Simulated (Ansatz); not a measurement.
## Ti: a changed input and its effect

System: Ti (slab, 16 atoms in the cell).
Method of the first run: DFT, PBE, plane waves, PAW, PAW set soft_1, no spin polarisation (Ansatz 0.2.0).

The structure derives from an entry of the Crystallography Open Database. Text and figures count atoms from 1; the logs count them from 0 in places.

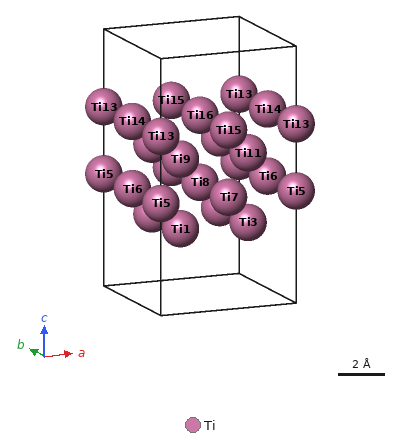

Fig. 1: The structure (spheres-only view of the cell of the calculation, with the vacuum cut short, seen slightly off an axis; atoms are numbered from 1 in the order of the input). An atom can appear more than once, as a periodic image.

Input file, the first run:
```yaml
crystal:
  lattice:
    - [6.5106718526, 0.0, 0.0]
    - [0.0, 6.5106718526, 0.0]
    - [0.0, 0.0, 20.1793674177]
  atoms:
    - { symbol: Ti, position: [0.25, 0.25, 0.1982222692] }
    - { symbol: Ti, position: [0.25, 0.75, 0.1982222692] }
    - { symbol: Ti, position: [0.75, 0.25, 0.1982222692] }
    - { symbol: Ti, position: [0.75, 0.75, 0.1982222692] }
    - { symbol: Ti, position: [0.0, 0.0, 0.2788822785] }
    - { symbol: Ti, position: [0.0, 0.5, 0.2788822785] }
    - { symbol: Ti, position: [0.5, 0.0, 0.2788822785] }
    - { symbol: Ti, position: [0.5, 0.5, 0.2788822785] }
    - { symbol: Ti, position: [0.25, 0.25, 0.3551865279] }
    - { symbol: Ti, position: [0.25, 0.75, 0.3551865279] }
    - { symbol: Ti, position: [0.75, 0.25, 0.3551865279] }
    - { symbol: Ti, position: [0.75, 0.75, 0.3551865279] }
    - { symbol: Ti, position: [0.0, 0.0, 0.4301109761] }
    - { symbol: Ti, position: [0.0, 0.5, 0.4301109761] }
    - { symbol: Ti, position: [0.5, 0.0, 0.4301109761] }
    - { symbol: Ti, position: [0.5, 0.5, 0.4301109761] }
  symmetry: { detect: false }
basis:
  ecutwfc: 420
kpoints:
  mp_grid: { grid: [4, 4, 1] }
hamiltonian:
  xc: pbe
  pseudopotentials: { kind: paw, azcp: { folder: soft_1 } }
scf:
  occupations: { method: gaussian, width: 0.1 }
  mixing: { preconditioner: none }
output:
  forces: true
  eigenvalues: true
efield:
  axis: 3
  dipole_correction: true
  ramp_width: 0.04
```

Command:
```bash
ansatz run input.yaml --threads 4 --pin off --max-ram 12288MiB --backend cpu --events-out ev --progress --plain --runs-dir out
```

Hardware: 4 threads of Arm Neoverse V2, 24 GiB of memory available, shared host.

Output, shortened to warnings, some set-up lines, iterations and results (the first run):
```
Basis set: ecut = 420 eV, 16687 PW (Γ), exchange–correlation on 90×90×270 points (8 copies of the dense FFT grid, shifted against one another)
Symmetry: 1 space group operations
k-points: 10 of 16 (time reversal used)
Initial density: superposition of atomic densities (neutral atoms: chi_scale 0, normalization atom)
[...]
SCF iter   1: F=—  HF=-40009.513245 eV  |F-HF|=—  |Δ(HF+E_count)|=         —  Δρ=6.96e-2  dr2=2.86e2  ethr=3.10e-3  p=0.000 e·Å  D=4.58e-8 V/Å  ΔV_dip=-0.00 eV  …
SCF iter   2: F=—  HF=-40753.508925 eV  |F-HF|=—  |Δ(HF+E_count)|=    7.44e2  Δρ=3.46e-1  dr2=1.04e4  ethr=3.10e-3  p=-2.219 e·Å  D=-4.69e-1 V/Å  ΔV_dip=9.47 eV  …
SCF iter   3: F=—  HF=-40846.701901 eV  |F-HF|=—  |Δ(HF+E_count)|=    9.32e1  Δρ=3.37e-1  dr2=9.93e3  ethr=3.10e-3  p=7.256 e·Å  D=1.54e0 V/Å  ΔV_dip=-30.98 eV  …
SCF iter   4: F=—  HF=-40027.851297 eV  |F-HF|=—  |Δ(HF+E_count)|=    8.19e2  Δρ=1.48e-1  dr2=6.66e2  ethr=3.10e-3  p=0.872 e·Å  D=1.84e-1 V/Å  ΔV_dip=-3.72 eV  …
SCF iter   5: F=—  HF=-39993.686327 eV  |F-HF|=—  |Δ(HF+E_count)|=    3.42e1  Δρ=5.94e-2  dr2=1.61e2  ethr=3.10e-3  p=1.196 e·Å  D=2.53e-1 V/Å  ΔV_dip=-5.10 eV  …
[... 43 lines ...]
SCF iter  49: F=—  HF=-39984.746387 eV  |F-HF|=—  |Δ(HF+E_count)|=   5.21e-8  Δρ=7.17e-6  dr2=2.56e-6  ethr=3.20e-10  p=-0.002 e·Å  D=-4.68e-4 V/Å  ΔV_dip=0.01 eV  …
SCF iter  50: F=—  HF=-39984.746387 eV  |F-HF|=—  |Δ(HF+E_count)|=   2.42e-8  Δρ=3.37e-6  dr2=3.09e-7  ethr=3.20e-10  p=-0.002 e·Å  D=-4.75e-4 V/Å  ΔV_dip=0.01 eV  …
SCF iter  51: F=—  HF=-39984.746388 eV  |F-HF|=—  |Δ(HF+E_count)|=   6.95e-8  Δρ=3.43e-6  dr2=3.46e-7  ethr=1.61e-10  p=-0.002 e·Å  D=-4.78e-4 V/Å  ΔV_dip=0.01 eV  …
SCF iter  52: F=-39984.746388 eV  HF=-39984.746388 eV  |F-HF|=1.25e-8  |Δ(HF+E_count)|=   1.61e-8  Δρ=1.67e-6  dr2=6.39e-8  ethr=5.21e-11  p=-0.002 e·Å  D=-4.78e-4 V/Å  …
SCF 1 converged in 52 iterations: F = -39984.746388 eV  dr2 = 6.39e-8
SCF converged after 52 iterations
Stability not checked: this state was not tested for a lower state beside it, because the mixer in use, unlike msr1, does not test its closes by its own steps (another_mixer; see scf.mixing.algorithm and scf.lower_state_search)
Free energy (F): -39984.746388 eV
Harris-Foulkes:  -39984.746388 eV  (|F-HF|=1.25e-8)
Internal energy: -39984.591874 eV  (E = F + TS)
E sigma→0 (E₀):  -39984.669131 eV
Entropy (-TS):   -0.154513 eV (-9.657 meV/atom)
Fermi energy:    2.175586 eV
Dipole field:    D = -0.000464 V/Å  (p = -0.002193 e·Å, saw-weighted, corrected)
Work function:   Φ+ = 3.2540 eV   Φ− = 3.2447 eV
Levels:          The Fermi level and band energies are counted from a zero that moves with the ramp; work functions are not
--- Per-component energies (eV) ---
  E_band       = -4631.273500
  E_kinetic    = 4486.779172
  E_local      = -141889.110199  (includes V_loc(G=0)·N_el)
  E_nonlocal   = 976.023549
  E_hartree    = 68445.619217
  E_xc         = -1844.660651
  E_vxc        = -2308.360972  (∫ρ·V_xc dr)
  E_paw        = -16678.199219  (= ΣΔE_a)
  E_vpaw       = -2787.846401  (= ΣTr[D̂ρ^β])
  E_aug_tail   = -0.001218  (compensation charges beyond the density's cutoff)
  E_efield     = 0.000001  (sawtooth field / dipole correction)
  E_vefield    = 0.002578  (∫n·V_field dr)
  E_ewald      = 46518.957475
  E_smearing   = -0.154513  (= −TS)
  E_closure    = 0.000000  (closes the sum)
  Σ components = -39984.746388   (vs F -39984.746388, Δ=0.00e0)
--- Forces (eV/Å), atoms counted from 1 ---
  atom   1  Ti     0.00000768    -0.00003676     0.57052237
  atom   2  Ti     0.00000789     0.00003669     0.57051754
  atom   3  Ti    -0.00000763    -0.00003675     0.57053878
  atom   4  Ti    -0.00000760     0.00003668     0.57055115
  atom   5  Ti    -0.00007516    -0.00001139    -0.53129443
  atom   6  Ti    -0.00007518     0.00001142    -0.53123141
  atom   7  Ti     0.00007503    -0.00001161    -0.53126520
  atom   8  Ti     0.00007520     0.00001159    -0.53126664
  atom   9  Ti     0.00000655     0.00002742     0.02823837
  atom  10  Ti     0.00000668    -0.00002734     0.02822885
  atom  11  Ti    -0.00000648     0.00002746     0.02824142
  atom  12  Ti    -0.00000679    -0.00002749     0.02823939
  atom  13  Ti    -0.00004061     0.00000503    -0.06750057
  atom  14  Ti    -0.00004066    -0.00000512    -0.06754414
  atom  15  Ti     0.00004059     0.00000479    -0.06753835
  atom  16  Ti     0.00004062    -0.00000500    -0.06751088
  max |Σ_I F_I| component: 7.38e-5 eV/Å
```

The input of the second run differs as follows (lines with − go, lines with + come):
```diff
-  symmetry: { detect: false }
-  mixing: { preconditioner: none }
+  write_density: true
+  write_potential: true
+  elf: true
+  volumetric_format: npy
```

How does the second run compare with the first run?

Both reach the same energy, so the change doesn't alter the result. The SCF takes 14 iterations against 52. The irreducible k-points go from 10 to 6. On the same kind of shared host the second run took about 0.21 times as long.

Output, shortened to warnings, some set-up lines, iterations and results (the second run):
```
WARN: The output density's exchange-correlation potential varies sharply where the density is thin. Do not read a vacuum level from v_tot or v_xc, or from such a field of the output density. On a cell that repeats whose density bears no net charge and no dipole along the vacuum's axis use v_es (v_loc + v_h of the components); under efield.dipole_correction with no amplitude use v_es + v_field, …
Basis set: ecut = 420 eV, 16687 PW (Γ), exchange–correlation on 90×90×270 points (8 copies of the dense FFT grid, shifted against one another)
Symmetry: 32 space group operations
k-points: 6 of 16
Initial density: superposition of atomic densities (neutral atoms: chi_scale 0, normalization atom)
[...]
SCF iter   1: F=—  HF=-40009.513341 eV  |F-HF|=—  |Δ(HF+E_count)|=         —  Δρ=6.96e-2  dr2=2.85e2  ethr=3.10e-3  p=0.000 e·Å  D=4.58e-8 V/Å  ΔV_dip=-0.00 eV  …
SCF iter   2: F=—  HF=-40009.097431 eV  |F-HF|=—  |Δ(HF+E_count)|=   4.16e-1  Δρ=1.06e-1  dr2=5.50e2  ethr=3.10e-3  p=-0.258 e·Å  D=-5.45e-2 V/Å  ΔV_dip=1.10 eV  …
SCF iter   3: F=—  HF=-39985.960589 eV  |F-HF|=—  |Δ(HF+E_count)|=    2.31e1  Δρ=3.42e-2  dr2=4.47e1  ethr=3.10e-3  p=-0.144 e·Å  D=-3.05e-2 V/Å  ΔV_dip=0.62 eV  …
SCF iter   4: F=—  HF=-39985.104148 eV  |F-HF|=—  |Δ(HF+E_count)|=   8.56e-1  Δρ=1.05e-2  dr2=7.41e0  ethr=3.10e-3  p=-0.034 e·Å  D=-7.18e-3 V/Å  ΔV_dip=0.14 eV  …
SCF iter   5: F=—  HF=-39984.737235 eV  |F-HF|=—  |Δ(HF+E_count)|=   3.67e-1  Δρ=3.72e-3  dr2=1.93e-1  ethr=3.10e-3  p=-0.037 e·Å  D=-7.73e-3 V/Å  ΔV_dip=0.16 eV  …
[... 5 lines ...]
SCF iter  11: F=—  HF=-39984.746168 eV  |F-HF|=—  |Δ(HF+E_count)|=   4.67e-5  Δρ=1.80e-5  dr2=7.15e-6  ethr=1.84e-7  p=-0.002 e·Å  D=-4.51e-4 V/Å  ΔV_dip=0.01 eV  …
SCF iter  12: F=—  HF=-39984.746387 eV  |F-HF|=—  |Δ(HF+E_count)|=   2.20e-4  Δρ=7.58e-6  dr2=6.97e-7  ethr=3.72e-9  p=-0.002 e·Å  D=-4.79e-4 V/Å  ΔV_dip=0.01 eV  …
SCF iter  13: F=—  HF=-39984.746388 eV  |F-HF|=—  |Δ(HF+E_count)|=   1.68e-7  Δρ=2.57e-6  dr2=1.00e-7  ethr=3.63e-10  p=-0.002 e·Å  D=-4.84e-4 V/Å  ΔV_dip=0.01 eV  …
SCF iter  14: F=-39984.746388 eV  HF=-39984.746388 eV  |F-HF|=1.80e-9  |Δ(HF+E_count)|=   3.29e-8  Δρ=7.44e-7  dr2=1.02e-8  ethr=5.21e-11  p=-0.002 e·Å  D=-4.84e-4 V/Å  …
SCF 1 converged in 14 iterations: F = -39984.746388 eV  dr2 = 1.02e-8
WARN: The output density's exchange-correlation potential varies sharply where the density is thin. Do not read a vacuum level from v_tot or v_xc, or from such a field of the output density. On a cell that repeats whose density bears no net charge and no dipole along the vacuum's axis use v_es …
SCF converged after 14 iterations
Free energy (F): -39984.746388 eV
Harris-Foulkes:  -39984.746388 eV  (|F-HF|=1.80e-9)
Internal energy: -39984.591875 eV  (E = F + TS)
E sigma→0 (E₀):  -39984.669131 eV
Entropy (-TS):   -0.154513 eV (-9.657 meV/atom)
Fermi energy:    2.175612 eV
Dipole field:    D = -0.000502 V/Å  (p = -0.002374 e·Å, saw-weighted, corrected)
Work function:   Φ+ = 3.2543 eV   Φ− = 3.2442 eV
Levels:          The Fermi level and band energies are counted from a zero that moves with the ramp; work functions are not
--- Per-component energies (eV) ---
[...]
```

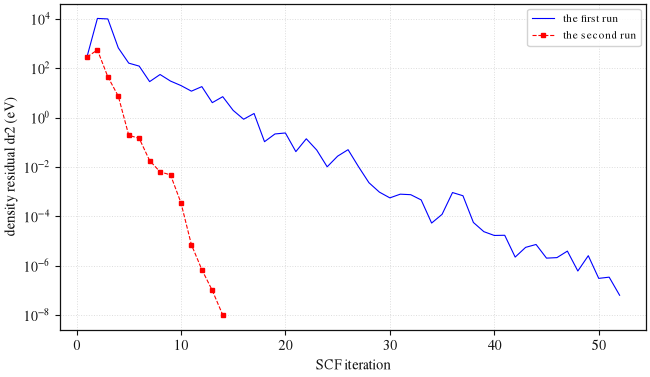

Fig. 2: Convergence of the two runs: density residual dr2 against the SCF iteration. The first run takes 52 iterations in all, and the second run takes 14.

The two runs side by side:

| quantity | the first run | the second run |
| --- | --- | --- |
| outcome | converged | converged |
| free energy per atom (eV) | −2499.0466 | −2499.0466 |
| energy per atom, smearing taken to zero (eV) | −2499.0418 | −2499.0418 |
| gap on the mesh (eV) | 0.00 | 0.00 |
| largest force (eV/Å) | 0.571 | 0.571 |
| SCF iterations | 52 | 14 |
| irreducible k-points | 10 | 6 |
| plane waves at Γ | 16687 | 16687 |
| work function (eV) | – | 3.25 |
| wall time (shared host) | 2.3 min | 28 s |

For the second run: Warnings: the exchange-correlation potential is rough where the density is thin.
